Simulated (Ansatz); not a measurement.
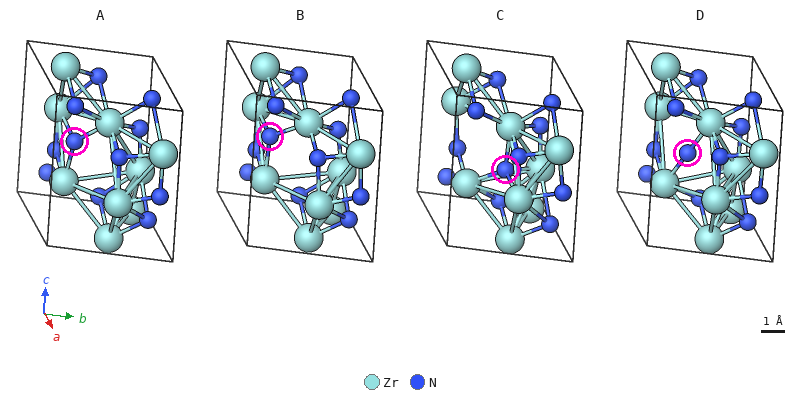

4 geometries from a converged minimum-energy path of a defect cell of composition Zr$_{9}$N$_{11}$ (cell charge +3) with an N vacancy (20 atoms in the cell), shuffled. The picture is a ball-and-stick view of the reduced simulation cell (origin moved), seen from a free direction. The moving atom is ringed, with any periodic copies. Lengths and directions refer to the drawn axes. Bonds to atoms that aren't drawn are left out.

Level of theory: Ansatz 0.2.0, DFT PBE, scalar-relativistic, plane waves, PAW. Set-up: plane-wave cutoff 420 eV; k-point mesh 4 × 4 × 4; Gaussian smearing 0.05 eV; 5 movable images; climbing image from the first iteration; force threshold 0.05 eV/Å; iteration limit 60.

> One of them is the converged climbing image. Which?

D. In order along the path, whose images run from 0 to 6: C (image 0, 0.00 eV), D (image 3, +1.20 eV), A (image 5, +0.23 eV), B (image 6, 0.00 eV). It is a vacancy jump: a nearby atom moves into the empty site and leaves its own site empty. An N atom travels furthest, 2.21 Å from end to end, along [−1 −3 2], on a straight line. At the highest image its nearest neighbour (Zr) is 2.02 Å away, against 2.06 Å at the start, and the surrounding atoms stand up to 0.18 Å off the mean of their end positions.

Limits of the set-up: the periodic images lie only 6.0 Å apart, so the values are limited by the cell's size; the cell is charged, on a uniform background, and energies carry no finite-size correction.

The run took 18 min on 4 threads of Intel(R) Xeon(R) Platinum 8259CL CPU @ 2.50GHz (Skylake/Cascade Lake), with other jobs on the host, peak memory 3.8 GiB.
